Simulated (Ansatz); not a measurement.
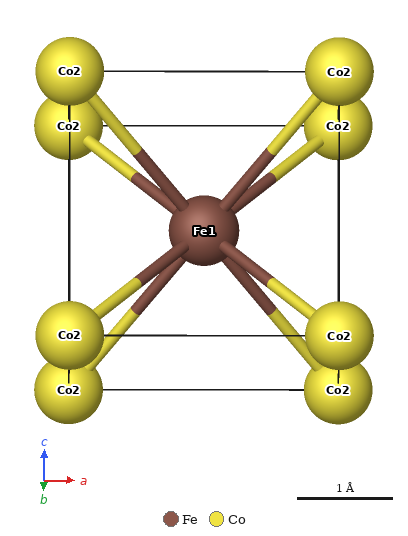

The starting point is a crystal of FeCo (built on the FeCo-type type). The picture is a ball-and-stick view of the cell of the calculation, seen from a free direction.

Theory: DFT r2SCAN, scalar-relativistic, plane waves, PAW in Ansatz 0.2.0. Settings: plane-wave cutoff 500 eV; k-point mesh 12 × 12 × 12; occupations gaussian; smearing width 0.05 eV; collinear spin.

Now this is done to it. All lengths are scaled by −1.4 % (volume −4.0 %), the atoms keeping their fractional coordinates. No relaxation follows.

Input file:
```yaml
crystal:
  lattice:
    - [2.7995790261, 0.0, 0.0]
    - [0.0, 2.7995790261, 0.0]
    - [0.0, 0.0, 2.7995790261]
  atoms:
    - { symbol: Fe, position: [0.5, 0.5, 0.5], spin: 3.37 }
    - { symbol: Co, position: [0.0, 0.0, 0.0], spin: 2.14 }
basis:
  ecutwfc: 500
  ecutrho_ratio: 4
kpoints:
  mp_grid: { grid: [12, 12, 12] }
hamiltonian:
  xc: r2scan
scf:
  occupations: { method: gaussian, width: 0.05 }
output:
  forces: true
  stress: true
  eigenvalues: true
  populations: true
magnetization:
  spin_polarized: true
```

Command:
```bash
ansatz run input.yaml --threads 4 --pin off --max-ram 7168MiB --backend cpu --events-out ev --progress --plain --runs-dir out
```

**What is the effect?**

Some distances before and after: Co–Fe 2.458 → 2.425 Å. The space group stays Pm-3m (No. 221). Energy change: +12.1 meV per atom. Pressure: 0.0 GPa before, 8.8 GPa after. All forces vanish by symmetry. The absolute magnetisation per cell goes from 5.35 to 5.26 μB (net moment 4.81 and 4.75 μB). It is metallic before and after.

Drawn alike, the variant:

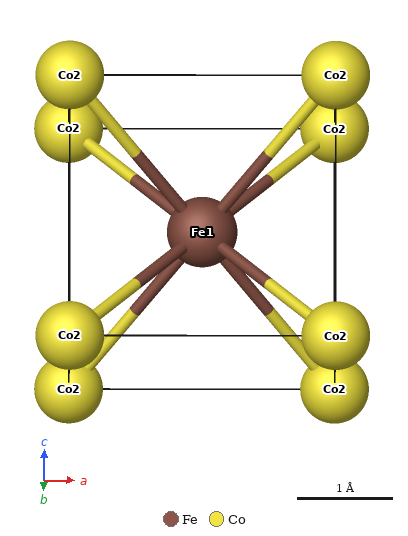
